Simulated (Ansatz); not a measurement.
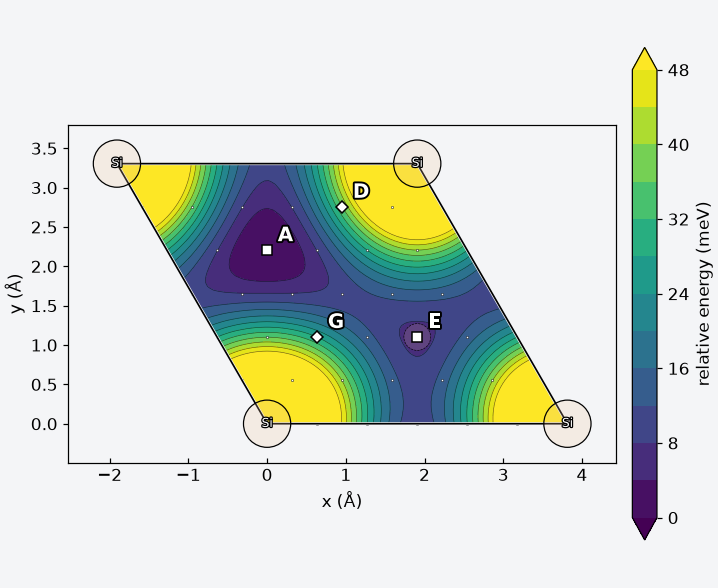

N₂ on a Si(001) slab cut from the P6_3/mmc phase, its upper half relaxed before the scan (32 atoms of substrate and one adsorbate in a 2 × 2 cell). 
- N2 is moved over the surface cell at a fixed height above a rigid substrate; the origin of the map has the adsorbate above Si29; the height is held at 3.10 Å.
- Places are given modulo a cell vector. The map is drawn in real space over the plane of the surface.
- The grid has 6 × 6 points; 10 points were computed and 26 follow by symmetry.
- Places are given in fractions of the 1 × 1 surface cell.
- Energies: meV, counted from the lowest grid point.
- At a fixed height the lowest place need not be the adsorption site.
- Method: Ansatz, DFT PBE+D3(BJ), scalar-relativistic, plane waves, PAW. Settings: cutoff 420 eV, k-mesh 6×6×1, gaussian smearing 0.05 eV, no spin polarisation.

The picture shows filled contours, dots at the grid points, labelled circles for the atoms of the top layer and small ones for the second layer, the outline of one cell of the plane, one colour for all values above the top of the scale, lettered points. Between grid points the surface is interpolated.

Is G the lowest point of the computed grid?

Answer. No. G lies 28 meV above the lowest grid point, which is at a threefold hollow, (2/6, 4/6) of the cell vectors.

What kind of point is each of A, D, E, G: minimum, saddle, maximum or slope?

Answer. A: minimum; D: on a slope; E: minimum; G: on a slope. (In these two coordinates alone; a stationary point may lie a little off the grid point.)

Rank the lettered points by energy, lowest first.

Answer. A (0 meV), E (7 meV), G (28 meV), D (36 meV).

PAW datasets: the set soft_1.
